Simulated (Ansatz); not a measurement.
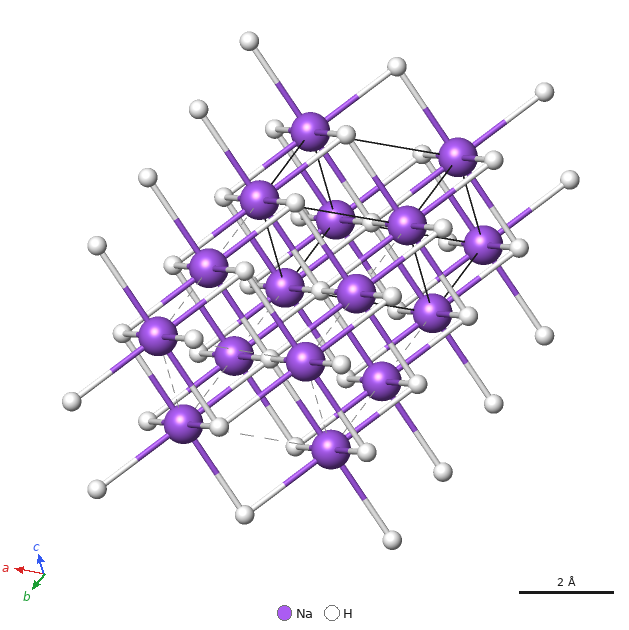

View from a general direction, drawn as a ball-and-stick model. Solid lines give the simulation cell, repeated here 1×3×1 times. Some neighbours outside the box are added.

Input for the calculation:
```yaml
crystal:
  lattice:
    - [0.0, 2.3975126521, 2.3975126521]
    - [2.3975126521, 0.0, 2.3975126521]
    - [2.3975126521, 2.3975126521, 0.0]
  atoms:
    - { symbol: Na, position: [0.0, 0.0, 0.0] }
    - { symbol: H, position: [0.5, 0.5, 0.5] }
kpoints:
  mp_grid: { grid: [6, 6, 6] }
hamiltonian:
  xc: pbe
scf:
  occupations: { method: fixed }
gw:
  n_empty_bands: 82
  ecut_chi: 120
  qp_bands: [v2, c2]
  qp_kpoints: band_edges
  screening: { model: contour_deformation }
```

Setup: G0W0 on PBE, plane waves, PAW (Ansatz); an energy cutoff of 420 eV, a 6×6×6 mesh of k-points, no spin polarisation.

Q: Is the electronic structure metallic or gapped?

A: An insulator at this level, with a gap of 3.85 eV, indirect; the smallest direct gap is 4.67 eV.

Starting structure: a structure listed in the Materials Project. Earlier steps of the study may have refined or changed the cell and positions. An electronic-structure calculation with Ansatz was run on it.
